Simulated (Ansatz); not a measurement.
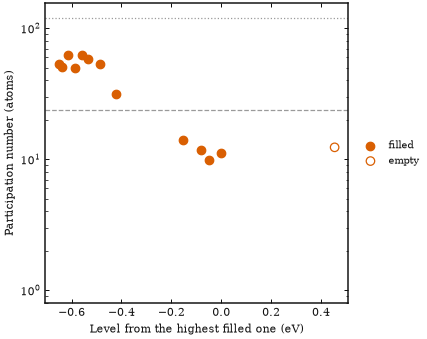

Levels near the gap of a 119-atom cell against the number of atoms over which each spreads (dotted: all atoms; dashed: a fifth of them). Host Al₂O₃ with a vacancy of Al.

Structure: Al47O72 (defect cell), 119 atoms in the cell, cell charge −1 e; a = 9.55 Å, b = 9.55 Å, c = 13.01 Å, α = 90.00°, β = 90.00°, γ = 120.00°.

Method: DFT, HSE06, PAW, plane waves, one k point, (0.25, 0.25, 0.25), 420 eV cutoff, Fermi-Dirac smearing of 0.01 eV (Ansatz).

### Which of these levels are localised (under the dashed line)?

5 of the 13 levels shown spread over less than a fifth of the cell: −0.15 eV (filled, over about 14 atoms, mostly O), −0.08 eV (filled, over about 12 atoms, mostly O), −0.05 eV (filled, over about 10 atoms, mostly O), 0.00 eV (filled, over about 11 atoms, mostly O) and 0.45 eV (empty, over about 12 atoms, mostly O).

### How far apart are the highest filled and the lowest empty level?

The lowest empty level lies 0.45 eV above the highest filled one.

One k point in a finite cell, so levels carry errors of tenths of an eV.
